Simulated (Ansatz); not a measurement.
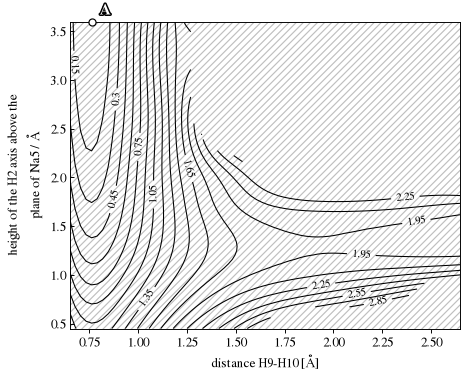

H₂ on a Na(110) slab cut from the Im-3m phase, its upper half relaxed before the scan (8 atoms of substrate and one adsorbate in a 2 × 2 cell). 
- H2 lies flat over one site of a rigid substrate while its bond length and height are varied; it sits over a hollow site, heights counted from the top plane, its axis along the first surface vector.
- Coordinates scanned: (1) distance H9-H10; (2) height of the H2 axis above the plane of Na5.
- The grid has 8 × 9 points. At 19 points there is no value (left out: too close to the surface, or the stretched molecule far from it).
- Points are written as (first, second).
- All energies are given in eV relative to the lowest grid point.
- Level of theory: DFT PBE, scalar-relativistic, plane waves, PAW (Ansatz). Settings: cutoff 420 eV, k-mesh 4×4×1, gaussian smearing 0.1 eV, no spin polarisation.

Drawn: contour lines labelled in eV (none above 2.85), hatched blanks where no value was computed, the point A. Between grid points the surface is interpolated.

Question: Find the lowest path from A to the other arm of the map, and its barrier.

Answer: The easiest path runs from the intact molecule far from the surface, (0.750 Å, 3.60 Å), to the stretched end of the scan, (2.650 Å, 1.41 Å). Its highest point, at about (1.92 Å, 1.30 Å), lies about 1.9 eV above the start and 0.096 eV above the end on the interpolated surface. An end on the edge of the scan is no minimum, so the barrier from there is a lower bound.

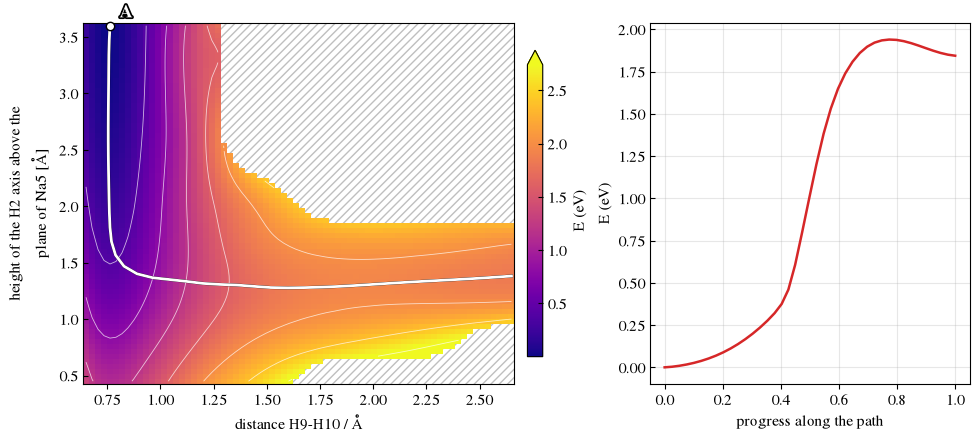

In the figure: a smooth colour map with a few white contour lines, a line along the lowest path, one colour for all values above the top of the scale, hatched blanks where no value was computed, the energy along the path at the right. Between grid points the surface is interpolated.
